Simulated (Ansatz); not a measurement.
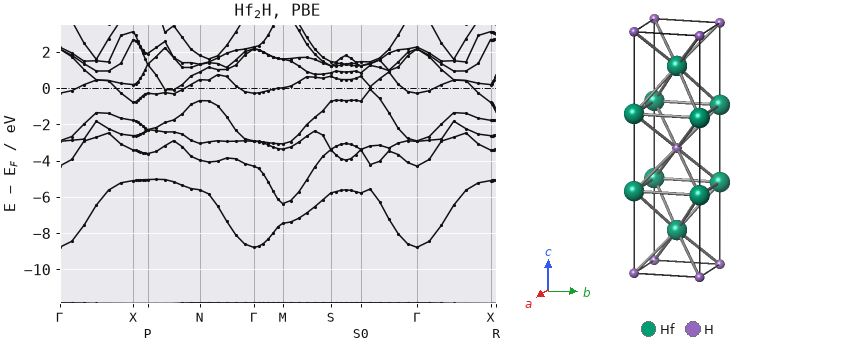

Band structure, beside the structure. Energies are counted from the Fermi level. The path runs straight from each named point to the next. The path has few k points, so lines between them are rough.

System: Hf2H, space group I4/mmm, 3 atoms in the cell.

Ansatz; DFT with PBE, PAW plane waves, no spin polarisation, 9×9×9 k mesh.

Question: Metal, semiconductor or insulator?

Answer: A metal: bands cross the Fermi level along this path.

The structure was built from a prototype or by substitution, so it need not be a known phase. The atoms aren't at rest in this cell (largest force 3.2 eV/Å), so the relaxed material can differ. The cell is at 14 GPa in this functional. Spin-orbit coupling is left out, which matters for Hf.
